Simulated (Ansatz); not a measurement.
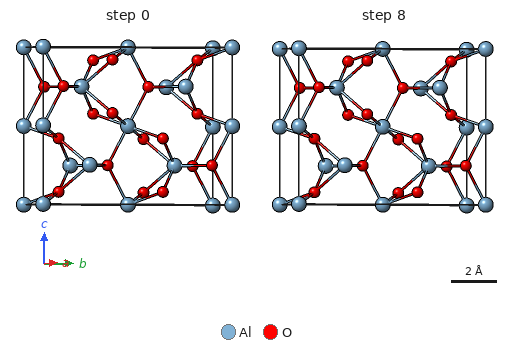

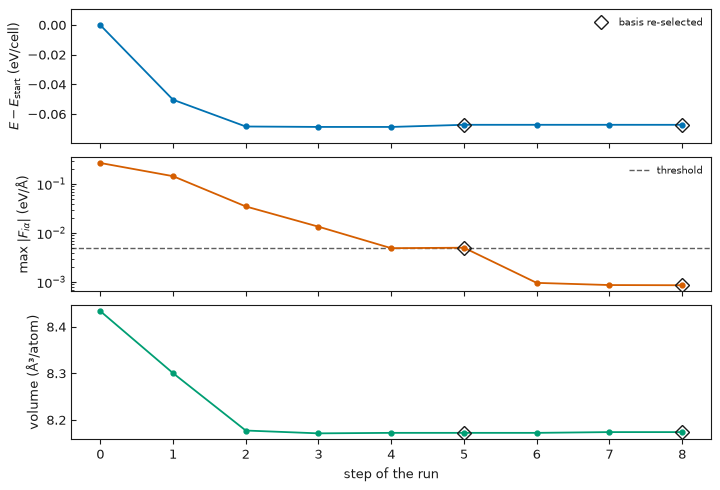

First and last geometry of a relaxation of a crystal of Al2O3 (set up in Cmcm), with the history of the run. The picture is a ball-and-stick view of the conventional cell (2 times the calculation's cell), seen from a free direction. Lengths and directions refer to the drawn axes.

All numbers below come from DFT r2SCAN, scalar-relativistic, plane waves, PAW (Ansatz).

Input
```yaml
crystal:
  lattice:
    - [1.336959, -4.477065, 0.0]
    - [1.336959, 4.477065, 0.0]
    - [0.0, 0.0, 7.045032]
  atoms:
    - { symbol: Al, position: [0.0, 0.0, 0.5] }
    - { symbol: Al, position: [0.246019, 0.753981, 0.75] }
    - { symbol: Al, position: [0.753981, 0.246019, 0.25] }
    - { symbol: Al, position: [0.0, 0.0, 0.0] }
    - { symbol: O, position: [0.6332, 0.3668, 0.919938] }
    - { symbol: O, position: [0.892661, 0.107339, 0.75] }
    - { symbol: O, position: [0.3668, 0.6332, 0.080062] }
    - { symbol: O, position: [0.3668, 0.6332, 0.419938] }
    - { symbol: O, position: [0.107339, 0.892661, 0.25] }
    - { symbol: O, position: [0.6332, 0.3668, 0.580062] }
basis:
  ecutwfc: 500
kpoints:
  mp_grid: { grid: [10, 10, 4] }
hamiltonian:
  xc: r2scan
scf:
  occupations: { method: gaussian, width: 0.02 }
output:
  forces: true
  stress: true
  eigenvalues: true
relax:
  adjacent_minimum: "off"
  f_tol: 0.005
  max_steps: 80
  cell: { stress_tol: 0.05 }
```

Launched with:
```bash
ansatz run input.yaml --threads 2 --pin off --max-ram 5120MiB --backend cpu --events-out ev --progress --plain --runs-dir out
```

Question: What do the curves and the structures tell?

Answer: It converged. The largest moves relative to the cell, 0.017 Å, are those of O5, O7, O8 and O10. O5 goes along [0 −1 2]. Largest moves by element: O 0.017 Å, Al 0.004 Å. The volume changes by −3.1 %, with a 2.674 → 2.648 Å (−1.0 %), b 8.954 → 8.848 Å (−1.2 %), c 7.045 → 6.977 Å (−1.0 %). Among the contacts that change: Al1–O6 2.006 → 1.984 Å, Al2–O10 2.059 → 2.039 Å, Al1–O10 1.878 → 1.861 Å, Al2–O6 1.874 → 1.859 Å. The space group stays Cmcm (No. 63). The energy falls by 67.2 meV per cell of the calculation in 6 accepted moves (8 points after the start). Largest force component: 0.27 eV/Å at the start, 0.00086 eV/Å at the end. The pressure goes from −7.21 to 0.00 GPa. The SCF was repeated twice at an unchanged geometry on a basis and grid sized afresh for the cell, which shifted the energy by 1.4 meV per cell of the calculation at most.

```tsv
step	E − E(0), meV/atom	largest force component, eV/Å	pressure, GPa	volume, Å³/atom	note
0	0.00	0.2703	-7.21	8.434	
1	-5.03	0.1454	-3.86	8.301	
2	-6.83	0.0351	-0.18	8.177	
3	-6.86	0.0136	0.02	8.171	
4	-6.86	0.0049	0.00	8.172	
5	-6.72	0.0050	0.02	8.172	same geometry, new basis
6	-6.72	0.0010	0.03	8.172	
7	-6.72	0.0009	0.00	8.174	
8	-6.72	0.0009	0.00	8.174	same geometry, new basis
```
